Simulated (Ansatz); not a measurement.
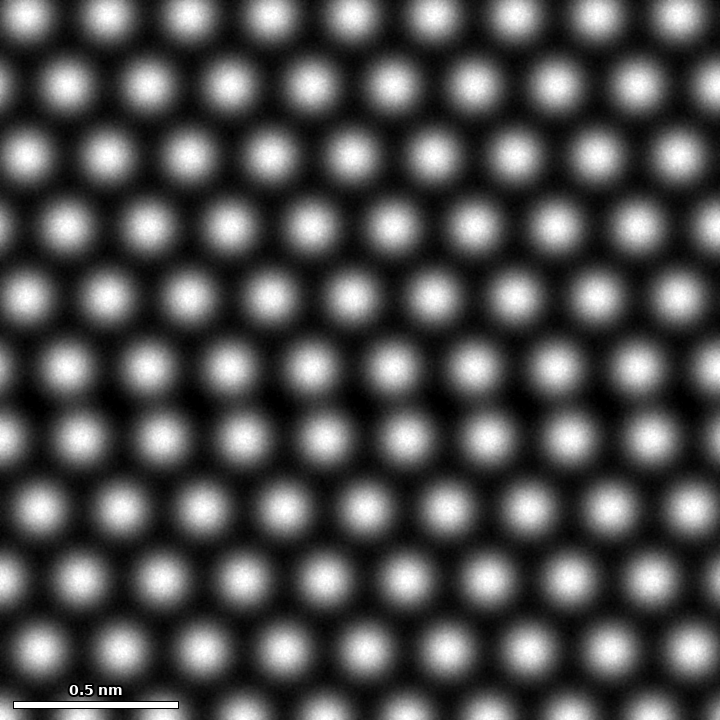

Dark-field STEM-like image of Lu (Pm-3m, No. 221) along [111]. The image is simulated as a sum over atoms of Z^1.8, blurred by a 1.30 Å probe (no channelling). The probe carries 25 % of its weight in a tail 2.5 times as wide. Shot noise was added.

One planar defect was built into the perfect crystal by geometry alone, without relaxation. Host structure: the end point of a relaxation with Ansatz, DFT, LDA (PW92), plane waves (420 eV) with PAW, scalar-relativistic; the starting structure was generated, so it need not be a known form of this composition.

### Where does the periodic pattern break, and how?

A planar fault (a stacking fault) runs horizontally about 12 Å below the top edge. The part above it is shifted along the boundary by 1/3 of the 2.49 Å repeat of the rows (0.8 Å to the right, the same as 1.7 Å to the left); both parts keep the same orientation.
